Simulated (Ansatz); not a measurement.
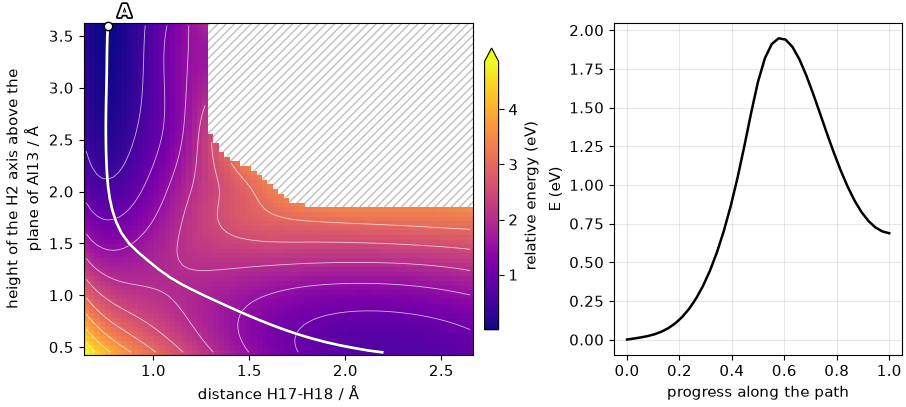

H₂ on an Al(110) slab cut from the Fm-3m phase, its upper half relaxed before the scan (16 atoms of substrate and one adsorbate in a 2 × 2 cell). H2 lies flat over one site of a rigid substrate while its bond length and height are varied; it sits over a bridge site, heights counted from the top plane, its axis along the second surface vector. Coordinates scanned: (1) distance H17-H18; (2) height of the H2 axis above the plane of Al13. Grid: 8 × 9 points. At 15 points there is no value (left out: too close to the surface, or the stretched molecule far from it). Points are written as (first, second). Energies are in eV, from the lowest grid point. Theory: DFT PBE, scalar-relativistic, plane waves, PAW in Ansatz 0.2.0. Settings: cutoff 420 eV, k-mesh 5×4×1, gaussian smearing 0.1 eV, no spin polarisation.

In the figure: a smooth colour map with a few white contour lines, a line along the lowest path, one colour for all values above the top of the scale, hatched blanks where no value was computed, the energy along the path at the right, the start A. Between grid points the surface is interpolated.

Question: Describe the path and its barrier.

Answer: The easiest path runs from the intact molecule far from the surface, (0.750 Å, 3.60 Å), to the well of the stretched molecule, (2.235 Å, 0.45 Å). Its highest point, at about (1.09 Å, 1.17 Å), lies about 1.9 eV above the start and 1.3 eV above the end on the interpolated surface. An end on the edge of the scan is no minimum, so the barrier from there is a lower bound.
